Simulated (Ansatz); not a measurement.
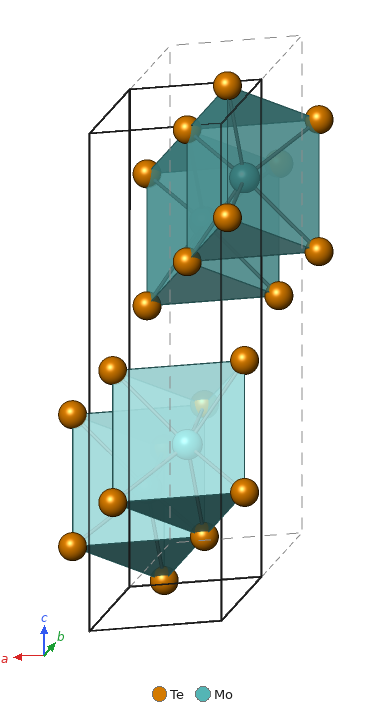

Polyhedral drawing of the structure, looking from a general direction. The structure is repeated 1×2×1 times; solid lines mark one conventional unit cell. Some neighbours outside the box are added.

What is this?

The formula is Te2Mo. It is primitive hexagonal, space group P6_3/mmc (No. 194). Among the common structure types it is 2H molybdenite (MoS₂) type. With Z = 2, the cell contains 4 Te, 2 Mo. The polyhedra are MoTe6 trigonal prisms; they share edges. The neighbours of Te are three Mo in a trigonal pyramidal arrangement. Each Mo has six Te in a trigonal prismatic arrangement. The bonds build Te2Mo layers parallel to (001).

The model was built from a structure listed in the Materials Project. The final geometry of a relaxation with DFT PBE+D3(BJ), scalar-relativistic, plane waves, PAW in Ansatz 0.2.0 is shown.
